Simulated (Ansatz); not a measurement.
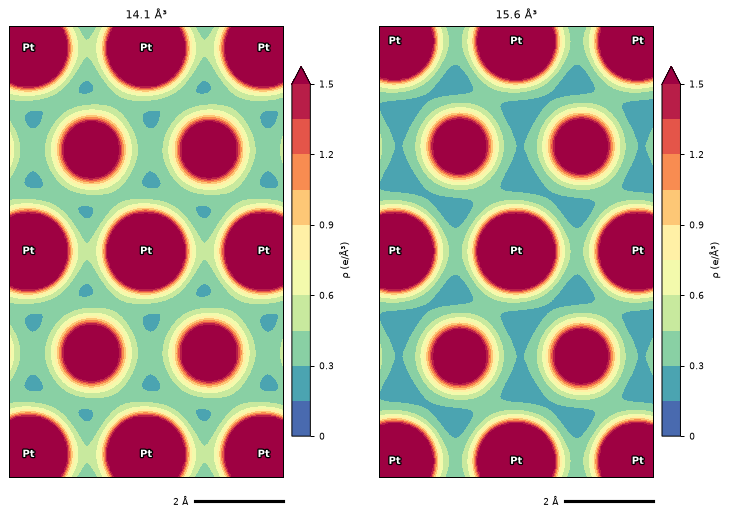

Pt. The valence pseudo-density of cells scaled evenly to different volumes (given per atom above each panel), on the (100) plane of each (indices in the axes of the cell below), at one length scale and on one colour scale.

A structure from a database of computed crystals, not necessarily the ambient phase.

Level of theory: DFT LDA, scalar-relativistic, plane waves, PAW (Ansatz 0.2.0).

In a PAW calculation such maps are meaningful between the atoms, not at the nuclei.

The largest cell:

```xyz
2
Lattice="2.7534 0.0000 0.0000 -1.3767 2.3845 0.0000 0.0000 0.0000 4.7555" Properties=species:S:1:pos:R:3 pbc="T T T"
Pt    1.2798    0.7948    3.5666
Pt    0.0969    1.5897    1.1889
```

| volume (Å³/atom) | Pt–Pt contact in the plane (Å) | ρ at its midpoint (e/Å³) | pressure (GPa) | 
| --- | --- | --- | --- |
| 14.12 | 2.663 | 0.468 | 18.0 | 
| 15.23 | 2.731 | ? | ? | 
| 15.61 | 2.753 | 0.393 | −12.7 | 

### What values belong in the row with question marks?

Over the known rows ln ρ falls by 1.94 per Å of Pt–Pt distance (the line through the two), which gives 0.410 e/Å³ at 2.731 Å; the calculation gives 0.411 e/Å³. For the pressure, a straight line in volume between the neighbouring rows gives −4.9 GPa; the calculation gives −6.6, lower because pressure rises ever faster on compression.
